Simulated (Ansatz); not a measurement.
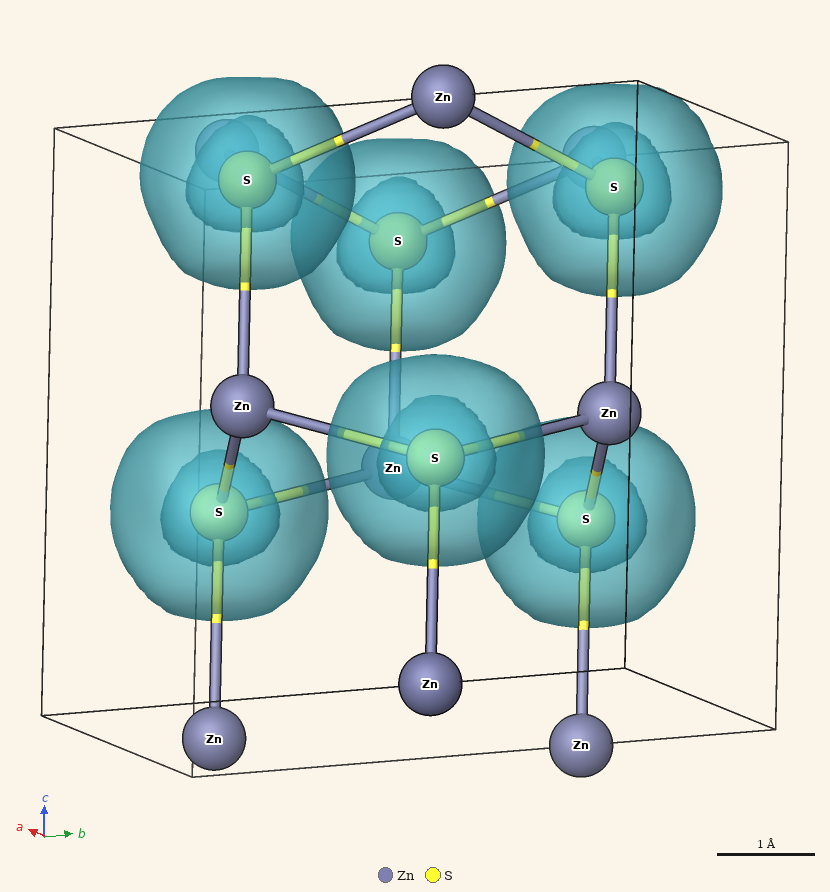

Figure 1: ZnS. Isosurface of the electron localisation function at 0.75 (cyan), seen at an oblique angle. Core shells and regions of very low density are left out. Sticks mark near contacts.

Space group Cc; changed on purpose from its base cell (strain +0.0525 x Voigt [0, 0, 0, 0, 1, 0], atoms carried along); not relaxed (largest force 0.4 eV/Å).

Computed with DFT r2SCAN, scalar-relativistic, plane waves, PAW in Ansatz 0.2.0.

```
CELL_PARAMETERS angstrom
-3.81100 0.00000 -0.10004
0.00000 -6.60084 0.00000
0.16364 0.00000 6.23400
ATOMIC_POSITIONS crystal
Zn 0.00000 0.66667 0.00000
Zn 0.50000 0.16667 0.00000
Zn 0.50000 0.83333 0.50000
Zn 0.00000 0.33333 0.50000
S 0.00000 0.66667 0.38500
S 0.50000 0.16667 0.38500
S 0.50000 0.83333 0.88500
S 0.00000 0.33333 0.88500
```

Identify the bonds, lone pairs and shells in this picture.

Answer. The ELF exceeds this value in four regions wrapped around S (the valence shell of each), counted in one cell of 8 atoms. Any copies at cell faces, edges or corners count once. Along the contacts the grid gives the following. Zn–S (2.28 Å): the ELF peaks at about 0.90 in the valence shell of S, 0.8 Å from its nucleus, and is about 0.60 at the midpoint. Zn–S (2.35 Å): the ELF peaks at about 0.90 in the valence shell of S, 0.8 Å from its nucleus, and is about 0.60 at the midpoint.

Does the calculation make it a metal, or give it a gap?

Answer. It is gapped, with a Kohn–Sham gap of 2.7 eV on the k-point mesh (the band edges may lie off the mesh, which would make the gap smaller).
